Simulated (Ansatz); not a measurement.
System: Ti.

Space group Fm-3m; the calculation finds a residual pressure of about 4 GPa at this fixed cell. This isn't the usual form at ambient conditions.

```xyz
4
Lattice="4.0600 0.0000 0.0000 0.0000 4.0600 0.0000 0.0000 0.0000 4.0600" Properties=species:S:1:pos:R:3 pbc="T T T"
Ti    0.0000    0.0000    0.0000
Ti    2.0300    2.0300    0.0000
Ti    2.0300    0.0000    2.0300
Ti    0.0000    2.0300    2.0300
```

Theory: Ansatz 0.2.0, DFT PBE, scalar-relativistic, plane waves, PAW.

Question: What makes up the frontier states of this crystal?

Answer: The calculation finds no gap at the Fermi level.
The states at the Fermi level: Ti 3d (95 %) by Löwdin projection on a minimal orbital set.

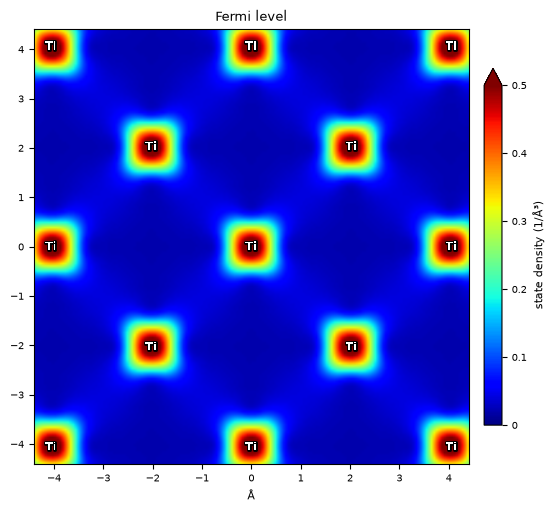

Computed densities of these states (window −0.25 to +0.25 eV about the Fermi level) on the (010) plane of the conventional cell.

In a PAW calculation such maps are meaningful between the atoms, not at the nuclei.

The run took 0.68 s on 2 threads of Intel(R) Xeon(R) Platinum 8488C (Sapphire Rapids), with other jobs on the host, peak memory 0.36 GiB.
